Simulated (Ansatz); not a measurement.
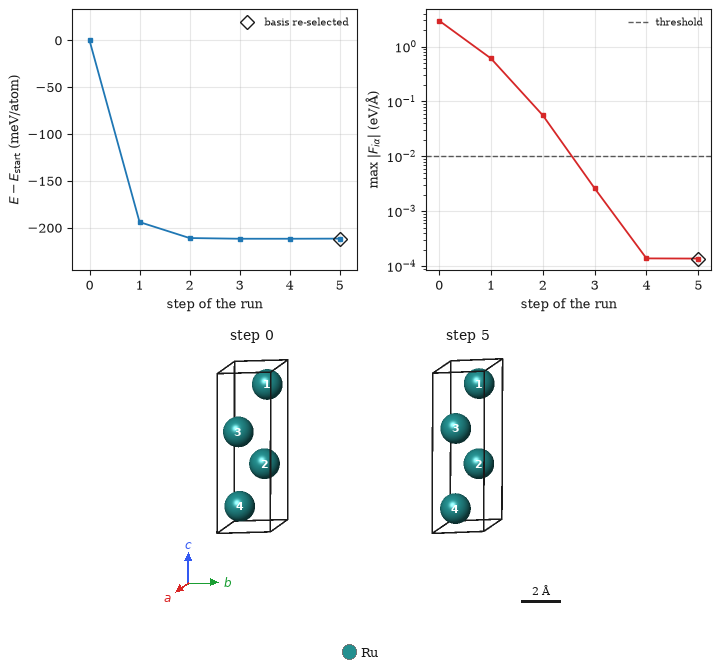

First and last geometry of a relaxation of a crystal of Ru (set up in P1), with the history of the run. A spheres-only model of the cell of the calculation, reduced to other axes, seen slightly off an axis. Lengths and directions refer to the drawn axes.

Case: all atoms moved at random, sigma 0.15 Å for each component, cell strained at random, sigma 0.03; relaxed back.

The calculation used DFT PBEsol, scalar-relativistic, plane waves, PAW in Ansatz.

The input:
```yaml
crystal:
  lattice:
    - [2.759742405, 0.1025934295, -0.0042540828]
    - [-1.2910226863, 2.3008327732, -0.0071274721]
    - [-0.013450725, -0.0337880179, 8.4666426551]
  atoms:
    - { symbol: Ru, position: [0.2781633838, 0.6659622012, 0.1259265703] }
    - { symbol: Ru, position: [0.3134159599, 0.624202026, 0.6185166735] }
    - { symbol: Ru, position: [0.7078555708, 0.3213702675, 0.3923257798] }
    - { symbol: Ru, position: [0.7005650855, 0.3884655053, 0.8632309764] }
basis:
  ecutwfc: 420
kpoints:
  mp_grid: { grid: [12, 12, 4] }
hamiltonian:
  xc: pbesol
scf:
  occupations: { method: gaussian, width: 0.15 }
output:
  forces: true
  stress: true
  eigenvalues: true
relax:
  adjacent_minimum: "off"
  f_tol: 0.01
  max_steps: 80
  cell: { stress_tol: 0.1 }
```

Command:
```bash
ansatz run input.yaml --threads 2 --pin off --max-ram 5120MiB --backend cpu --events-out ev --progress --plain --runs-dir out
```

What do the curves and the structures tell?

It converged. The energy falls by 211 meV per atom in 4 accepted moves (5 points after the start). Largest force component: 3 eV/Å at the start, 0.00014 eV/Å at the end. The pressure goes from −2.98 to 0.01 GPa. The SCF was repeated once at an unchanged geometry on a basis and grid sized afresh for the cell, which shifted the energy by 0.1 meV per atom at most. Ru3 moves most relative to the cell: 0.20 Å along [−1 2 1]. Cell: a 2.638 → 2.690 Å (+1.9 %), b 2.762 → 2.690 Å (−2.6 %), c 8.467 → 8.502 Å (+0.4 %), α 90.2° → 90.0°, β 90.3° → 90.0°, γ 117.2° → 120.0°. Volume −2.9 %. Among the contacts that change: Ru1–Ru3 2.883 → 2.632 Å, Ru2–Ru3 2.418 → 2.632 Å, Ru1–Ru4 2.824 → 2.632 Å, Ru1–Ru4 (another image) 2.761 → 2.632 Å. The space group (tolerance 0.01 Å) goes from P1 (No. 1) to P6_3/mmc (No. 194).
